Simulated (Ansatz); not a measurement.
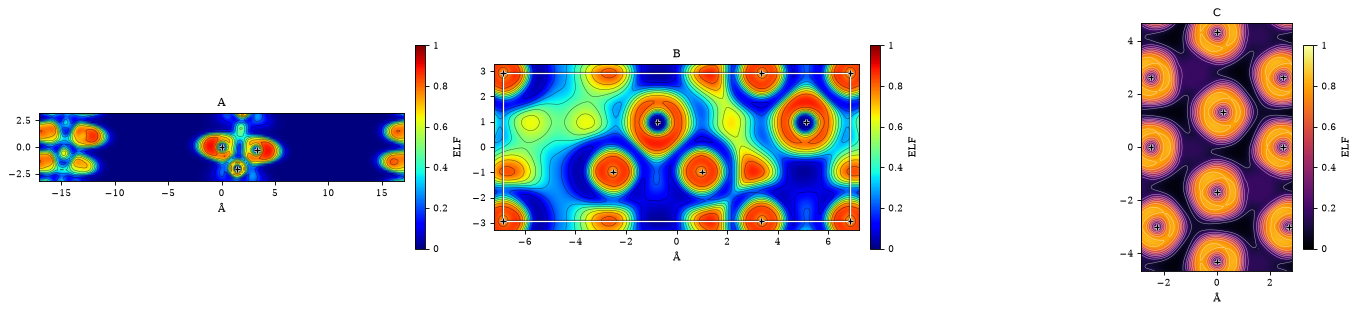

The ELF of 3 systems, each on a plane through atoms (crosses mark nuclei in the plane).

These are results of DFT r2SCAN, scalar-relativistic, plane waves, PAW (Ansatz), not measurements.

System 1: WSe$_{2}$, the (111) plane of the conventional cell. Space group P-6m2; a structure from a database of computed crystals, not necessarily the ambient phase.

```xyz
6
Lattice="3.3144 0.0000 0.0000 -1.6572 2.8703 0.0000 0.0000 0.0000 33.3174" Properties=species:S:1:pos:R:3 pbc="T T T"
W     0.0000    0.0000   24.8381
W     0.0000    0.0000    8.4793
Se    0.0000    1.9136   26.4990
Se    0.0000    1.9136   10.1401
Se    0.0000    1.9136    6.8184
Se    0.0000    1.9136   23.1772
```

System 2: Hf$_{2}$S, the (110) plane of the conventional cell. Space group P-3m1; a structure from a database of computed crystals, not necessarily the ambient phase; not relaxed (largest force 0.5 eV/Å); computed pressure about −6 GPa in this cell.

System 3: Ga$_{2}$O$_{3}$, the (001) plane of the conventional cell. Space group P1; changed on purpose from its base cell (all Ga atoms moved +0.150 Å, as atom 1 along Cartesian [1 1 1]); not relaxed (largest force 2.0 eV/Å); computed pressure about 3 GPa in this cell.

```cif
data_structure
_symmetry_space_group_name_H-M 'P 1'
_symmetry_Int_Tables_number 1
_cell_length_a 4.9846
_cell_length_b 4.9846
_cell_length_c 5.3253
_cell_angle_alpha 62.095
_cell_angle_beta 62.095
_cell_angle_gamma 60.000
_cell_volume 96.41
loop_
_atom_site_label
_atom_site_type_symbol
_atom_site_fract_x
_atom_site_fract_y
_atom_site_fract_z
_atom_site_occupancy
Ga1 Ga 0.61075 0.64550 0.08554 1
Ga2 Ga 0.82155 0.85630 0.45312 1
Ga3 Ga 0.32155 0.35630 0.95312 1
Ga4 Ga 0.11075 0.14550 0.58554 1
O1 O 0.44637 0.05363 0.75000 1
O2 O 0.75000 0.44637 0.75000 1
O3 O 0.05363 0.75000 0.75000 1
O4 O 0.55363 0.94637 0.25000 1
O5 O 0.25000 0.55363 0.25000 1
O6 O 0.94637 0.25000 0.25000 1
```

Which map belongs to which system?

Answer. Panel A is system 1, WSe$_{2}$: the plane holds W and Se. W–Se (2.53 Å): the ELF is about 0.55 at the midpoint. Panel B is system 2, Hf$_{2}$S: the plane holds Hf and S. Hf–S (2.63 Å): the ELF peaks at about 0.85 in the valence shell of S, 0.8 Å from its nucleus, and is about 0.30 at the midpoint; no localised pair shows between them. Panel C is system 3, Ga$_{2}$O$_{3}$: the plane holds O.
